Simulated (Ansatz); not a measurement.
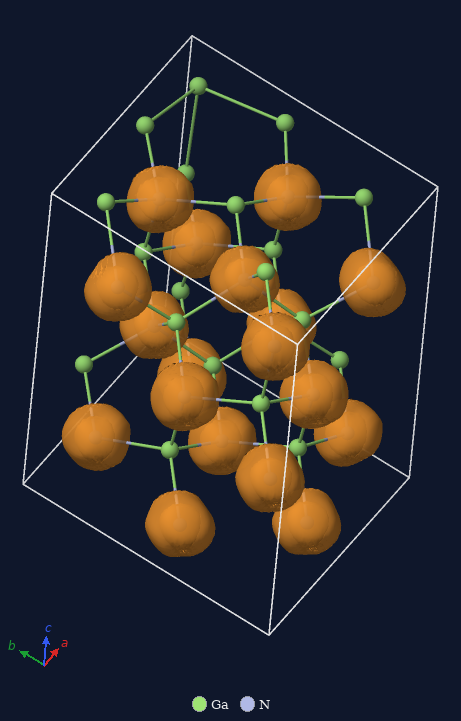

*Ga19N18 (cell with a defect). Isosurface of the ELF at 0.75 (orange), seen at an oblique angle. Only the valence region is drawn (cores and ρ < 0.01 e/Å³ removed). Sticks mark near contacts.*

The program warned that a starting moment wasn't kept; spin-polarised.

Level of theory: DFT PBE, scalar-relativistic, plane waves, PAW (Ansatz).

Core electrons are frozen (PAW), and the valence fields are smoothed inside the atomic spheres.

Input file:

```
crystal:
  lattice:
    - [-1.0e-10, 5.5743817708, -5.2431684095]
    - [4.8275562239, -2.7871908853, -5.2431684095]
    - [-4.8275562239, -2.7871908854, -5.2431684095]
  atoms:
    - { symbol: Ga, position: [0.9447328234, 0.2780661568, 0.2780661568] }
    - { symbol: Ga, position: [0.2780661568, 0.9447328234, 0.2780661568] }
    - { symbol: Ga, position: [0.9344980168, 0.6132387393, 0.941509798], spin: 0.1 }
    - { symbol: Ga, position: [0.6113994901, 0.6113994901, 0.2780661568] }
    - { symbol: Ga, position: [0.2780661568, 0.2780661568, 0.9447328234] }
    - { symbol: Ga, position: [0.9599436978, 0.9539902685, 0.6192504051], spin: 0.1 }
    - { symbol: Ga, position: [0.6227664605, 0.9284871772, 0.9361599476], spin: 0.1 }
    - { symbol: Ga, position: [0.2780661568, 0.6113994901, 0.6113994901] }
    - { symbol: Ga, position: [0.6113994901, 0.2780661568, 0.6113994901] }
    - { symbol: Ga, position: [0.884645695, 0.9018393857, 0.2256675593], spin: 0.1 }
    - { symbol: Ga, position: [0.2225106012, 0.5558439345, 0.2225106012] }
    - { symbol: Ga, position: [0.8716848761, 0.2299364015, 0.8823999211], spin: 0.1 }
    - { symbol: Ga, position: [0.5558439345, 0.2225106012, 0.2225106012] }
    - { symbol: Ga, position: [0.2067217808, 0.8935219922, 0.8876239657], spin: 0.1 }
    - { symbol: Ga, position: [0.8891772679, 0.5558439345, 0.5558439345] }
    - { symbol: Ga, position: [0.5558439345, 0.5558439345, 0.8891772679] }
    - { symbol: Ga, position: [0.2225106012, 0.2225106012, 0.5558439345] }
    - { symbol: Ga, position: [0.5558439345, 0.8891772679, 0.5558439345] }
    - { symbol: "N", position: [0.8191560655, 0.1524893988, 0.1524893988] }
    - { symbol: "N", position: [0.1524893988, 0.8191560655, 0.1524893988] }
    - { symbol: "N", position: [0.8191560655, 0.4858227321, 0.8191560655] }
    - { symbol: "N", position: [0.4858227321, 0.4858227321, 0.1524893988] }
    - { symbol: "N", position: [0.1524893988, 0.1524893988, 0.8191560655] }
    - { symbol: "N", position: [0.8191560655, 0.8191560655, 0.4858227321] }
    - { symbol: "N", position: [0.4858227321, 0.8191560655, 0.8191560655] }
    - { symbol: "N", position: [0.1524893988, 0.4858227321, 0.4858227321] }
    - { symbol: "N", position: [0.4858227321, 0.1524893988, 0.4858227321] }
    - { symbol: "N", position: [0.0969338432, 0.0969338432, 0.4302671766] }
    - { symbol: "N", position: [0.4302671766, 0.7636005099, 0.4302671766] }
    - { symbol: "N", position: [0.0969338432, 0.4302671766, 0.0969338432] }
    - { symbol: "N", position: [0.7636005099, 0.4302671766, 0.4302671766] }
    - { symbol: "N", position: [0.4302671766, 0.0969338432, 0.0969338432] }
    - { symbol: "N", position: [0.097397521, 0.7650691547, 0.7841236604], spin: 0.1 }
    - { symbol: "N", position: [0.7612469831, 0.7695357584, 0.0998058075], spin: 0.1 }
    - { symbol: "N", position: [0.4302671766, 0.4302671766, 0.7636005099] }
    - { symbol: "N", position: [0.7763887026, 0.0879247547, 0.762575837], spin: 0.1 }
    - { symbol: Ga, position: [0.9202773554, 0.9311419017, 0.9297339179], spin: 0.1 }
  host:
    lattice:
      - [3.2183708159, 0.0, 0.0]
      - [-1.609185408, 2.7871908854, 0.0]
      - [0.0, 0.0, 5.2431684095]
    atoms:
      - { symbol: Ga, position: [0.6666666667, 0.3333333333, 0.4991348631] }
      - { symbol: Ga, position: [0.3333333333, 0.6666666667, 0.9991348631] }
      - { symbol: "N", position: [0.6666666667, 0.3333333333, 0.8758651369] }
      - { symbol: "N", position: [0.3333333333, 0.6666666667, 0.3758651369] }
basis:
  ecutwfc: 420
  xc_grid: 2
kpoints:
  mp_grid: { grid: [2, 2, 2], shift: [0.5, 0.5, 0.5] }
hamiltonian:
  xc: pbe
scf:
  occupations: { method: gaussian, width: 0.01 }
output:
  forces: true
  stress: false
  eigenvalues: true
  populations: true
  charged_corrections:
    defect_position: [0.93055556, 0.93055556, 0.93055556]
    epsilon: [[10.4928, 0.0, 0.0], [0.0, 10.4928, 0.0], [0.0, 0.0, 11.6882]]
  write_density: true
  write_potential: true
  elf: true
  volumetric_format: npy
magnetization:
  spin_polarized: true
relax:
  adjacent_minimum: "off"
  f_tol: 0.025
  max_steps: 45
```

Command:

```sh
ansatz run input.yaml --threads 4 --pin off --max-ram 10240MiB --backend cpu --events-out ev --progress --plain --runs-dir out
```

The fields are those of the run's last geometry, not of the input's.

> What do the ELF domains correspond to?

The ELF exceeds this value in 18 regions wrapped around N (the valence shell of each), counted in one cell of 37 atoms. Any copies at cell faces, edges or corners count once. Profiles from the grid: Ga–N (1.91 Å): the ELF peaks at about 0.85 in the valence shell of N, 0.6 Å from its nucleus, and is about 0.50 at the midpoint. Ga–Ga (2.35 Å): the ELF is about 0.40 at the midpoint.

> Does the calculation give a band gap?

It is metallic or semimetallic at this level of theory: no gap opens.
